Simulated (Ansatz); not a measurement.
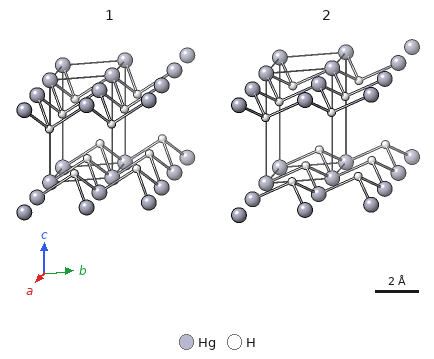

Two geometries of solid HgH₂ (a generated structure, set up in P-3m1), drawn at one scale. One is the start of a relaxation, the other its converged end. A ball-and-stick model of the cell of the calculation, repeated 3 × 2 × 1 with one cell outlined, seen slightly off an axis.

Method: DFT, PBE, PAW with Ansatz's default frozen-core files, scalar-relativistic in Ansatz. Settings: plane-wave cutoff 420 eV; k-point mesh 15 × 15 × 8; occupations fermi dirac; smearing width 0.05 eV; no spin polarisation; cell and atoms relaxed; force threshold 0.005 eV/Å; at most 80 steps.

Question: Which geometry has the lower energy?

Answer: Structure 2 is the relaxed one. Case: cell and atoms relaxed from a first guess. Over 10 accepted moves (12 points after the start) the energy falls by 0.214 eV per cell of the calculation. The largest force component goes from 0.49 to 0.00049 eV/Å. The pressure goes from 1.44 to −0.01 GPa. The SCF was repeated twice at an unchanged geometry on a basis and grid sized afresh for the cell, which shifted the energy by 6.2 meV per cell of the calculation at most. The largest moves relative to the cell, 0.38 Å, are those of H atoms. Hg stays in place. Cell: a = b 3.079 → 3.269 Å (+6.2 %), c 4.926 → 5.297 Å (+7.5 %). Volume +21.3 %. Near-neighbour distances that change, for instance: H–Hg 2.163 → 2.109 Å. The space group stays P-3m1 (No. 164).
